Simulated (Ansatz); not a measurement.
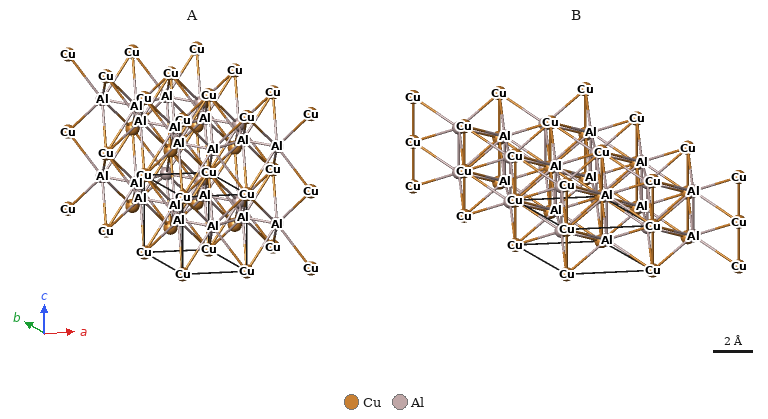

Two geometries of crystalline Al2Cu (a generated structure, set up in P6/mmm) (coarse preliminary run), drawn at one scale. One is the start of a relaxation, the other its converged end. A ball-and-stick model of the cell of the calculation, repeated 2 × 3 × 2 with one cell outlined, seen from a free direction.

The calculation used DFT PBEsol, scalar-relativistic, plane waves, PAW (Ansatz). Settings: plane-wave cutoff 420 eV; k-point mesh 6 × 6 × 4; occupations gaussian; smearing width 0.1 eV; no spin polarisation; cell and atoms relaxed; force threshold 0.05 eV/Å; at most 60 steps.

**Which one is relaxed?**

Structure B is the relaxed one. Case: Ag → Cu, B → Al on all its sites, cell and atoms relaxed. No atom moves by more than 0.005 Å relative to the cell. The drawn cell changes as follows: a = b 3.378 → 4.528 Å (+34.0 %), c 4.438 → 2.573 Å (−42.0 %); the volume changes by +4.2 %. Among the contacts that change: Cu–Cu 4.438 → 2.573 Å, Al–Al 4.438 → 2.573 Å, Al–Al 1.951 → 2.615 Å, Al–Cu 2.954 → 2.914 Å. The space group stays P6/mmm (No. 191). The energy falls by 7.563 eV per cell of the calculation in 16 accepted moves (20 points after the start). All forces vanish by symmetry, so only the cell relaxes. Pressure: 56.09 GPa at the start and 0.14 GPa at the end. The line search rejected the trial steps at points 10, 17 of the run. At 2 points the geometry stayed and the basis and grid were re-selected for the new cell (energy shift of 0.360 eV per cell of the calculation at most each time). Cost: 29 s on 1 thread of Arm Neoverse V1, with other jobs on the host, peak memory 0.25 GiB.
